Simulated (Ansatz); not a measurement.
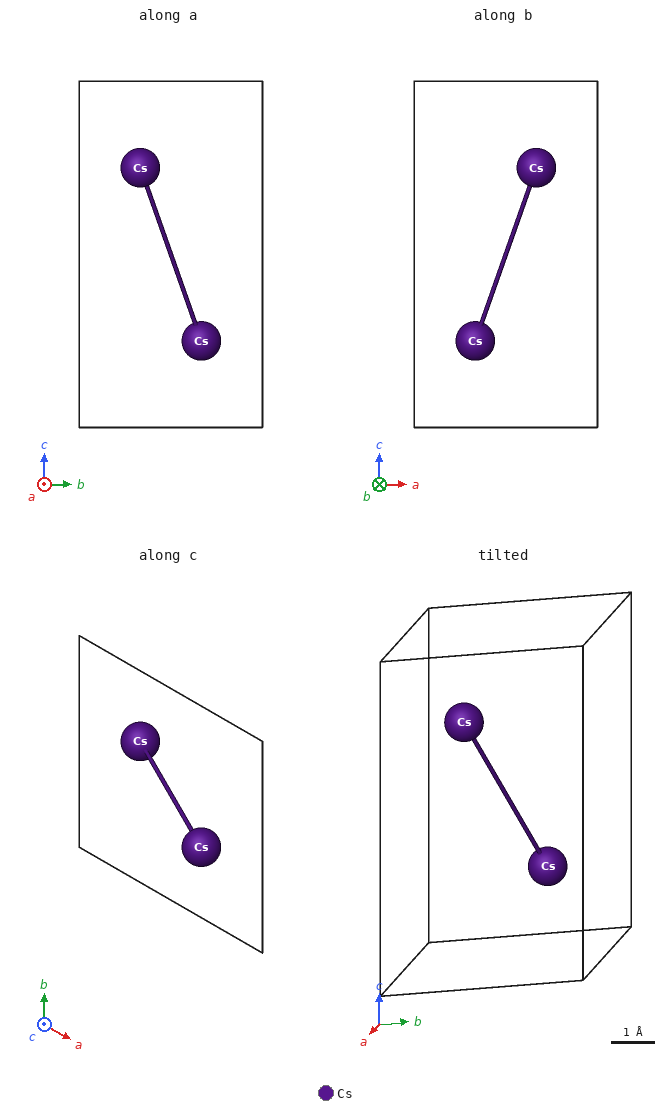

Structure drawing (ball-and-stick), viewed along the a axis, along the b axis, along the c axis and slightly off an axis. The lines enclose the conventional unit cell; boundary atoms appear with their images.

Lattice parameters: a = 4.998 Å, b = 4.998 Å, c = 8.181 Å, α = 90.00°, β = 90.00°, γ = 120.00°.

Put the structure into a table of Wyckoff sites.

Space group P6_3/mmc (No. 194).
```csv
atom,site,x,y,z
Cs,2c,0.3333,0.6667,0.2500
```

Origin of the cell: a structure type filled with this element by a generator (whether the element takes this form wasn't checked). Earlier steps of the study may have refined or changed the cell and positions. Ansatz was used for an electronic-structure calculation on it.
